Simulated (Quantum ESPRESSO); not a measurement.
# A series of single points on Hf

System: Hf (Fm-3m, 1 atom in the cell).
Method: Kohn-Sham DFT of a periodic cell, PBE, SSSP 1.3 efficiency PBE, no spin polarisation (Quantum ESPRESSO 7.5).

The 7 runs differ only in the geometry, by an even scaling of the cell at fixed fractional positions. The structure derives from an entry of the Crystallography Open Database.

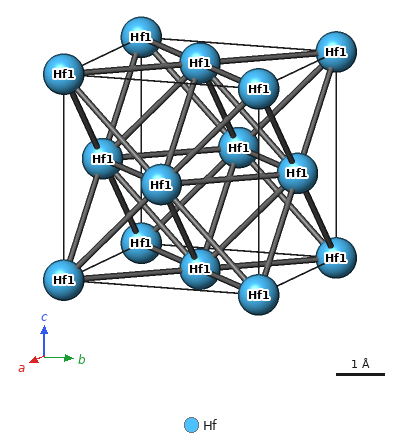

Figure 1. The structure of run 4 (ball-and-stick view of the cell 4 times as large as that of the calculation, set on its symmetry axes, seen slightly off an axis; atoms are numbered from 1 in the order of the input).

## Input of run 4
```
&CONTROL
  calculation = 'scf'
  prefix = 'pwscf'
  outdir = './tmp'
  pseudo_dir = './pseudo'
  tprnfor = .true.
  tstress = .true.
  disk_io = 'nowf'
/
&SYSTEM
  ibrav = 0
  nat = 1
  ntyp = 1
  ecutwfc = 60
  nbnd = 12
  occupations = 'smearing'
  smearing = 'fd'
  degauss = 0.00367493
/
&ELECTRONS
  conv_thr = 2d-10
  electron_maxstep = 120
  mixing_beta = 0.5
/
ATOMIC_SPECIES
Hf   178.4900 Hf-sp.oncvpsp.upf
CELL_PARAMETERS angstrom
   0.0000000000    2.2200000000    2.2200000000
   2.2200000000    0.0000000000    2.2200000000
   2.2200000000    2.2200000000    0.0000000000
ATOMIC_POSITIONS crystal
Hf     0.0000000000    0.0000000000    0.0000000000
K_POINTS automatic
10 10 10 0 0 0
```

Command:
```bash
OMP_NUM_THREADS=1 pw.x -in pw.in > pw.out
```

Run 6 differs from it as follows:
```diff
-   0.0000000000    2.2200000000    2.2200000000
-   2.2200000000    0.0000000000    2.2200000000
-   2.2200000000    2.2200000000    0.0000000000
+   0.0000000000    2.2492138765    2.2492138765
+   2.2492138765    0.0000000000    2.2492138765
+   2.2492138765    2.2492138765    0.0000000000
```

## Results, with one run withheld

| run | volume per atom (Å³) | free energy per atom, from the lowest run given (meV) | pressure (GPa) |
| --- | --- | --- | --- |
| 1 | 20.569 | 63.00 | 11.21 |
| 2 | 21.007 | 36.45 | 8.27 |
| 3 | 21.444 | 17.56 | 5.59 |
| 4 | 21.882 | 5.63 | 3.17 |
| 5 | 22.320 | 0.00 | 0.97 |
| 6 | 22.757 | ? | ? |
| 7 | 23.195 | 5.36 | −2.83 |

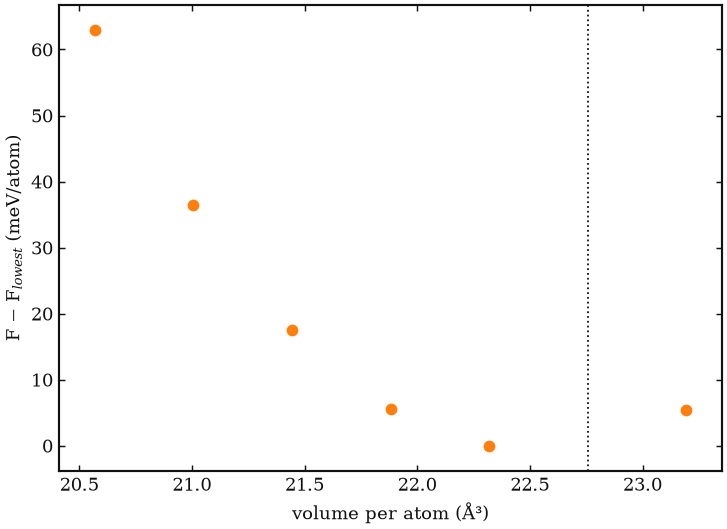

Figure 2. Free energy per atom of the runs given; the dotted line marks run 6.

What should run 6 give?

A cubic polynomial in V^(−2/3) (the Birch–Murnaghan form), fitted to the 6 runs given, misses them by at most 0.02 meV per atom. With x = V^(−2/3) − 0.12851 Å⁻², it reads F = 9.6175 + 6514.8 x + 1.0339e+06 x² − 94990 x³ (meV per atom). At run 6 it gives 0.08 meV per atom, and the run itself gives 0.09. The slope of the fit gives a pressure −dF/dV of −1.01 GPa there, and the run prints −1.02 GPa. The fit has its minimum at 22.530 Å³ per atom, where V d²F/dV² gives 103 GPa: the bulk modulus at this level, since symmetry fixes the shape and the positions.

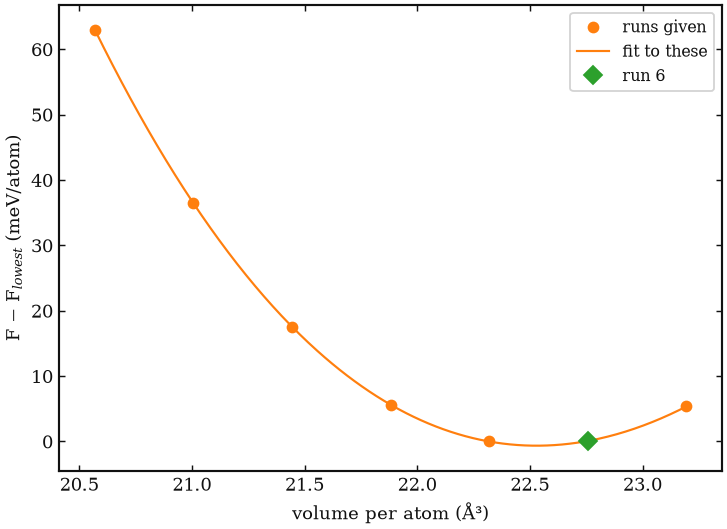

Figure 3. The fit and the withheld run.

## Some lines of the output (run 6)
```
[...]
     unit-cell volume          =     153.5744 (a.u.)^3
     number of k points=    47  Fermi-Dirac smearing, width (Ry)=  0.0037
     total energy              =    -112.82427940 Ry
     total energy              =    -112.82527256 Ry
     total energy              =    -112.82547181 Ry
     total energy              =    -112.82548031 Ry
     total energy              =    -112.82548098 Ry
     total energy              =    -112.82548101 Ry
     the Fermi energy is    14.1699 ev
!    total energy              =    -112.82548101 Ry
     The total energy is F=E-TS. E is the sum of the following terms:
     Computing stress (Cartesian axis) and pressure
          total   stress  (Ry/bohr**3)                   (kbar)     P=      -10.21
```

Notes: Spin–orbit coupling is left out, which matters for Hf.
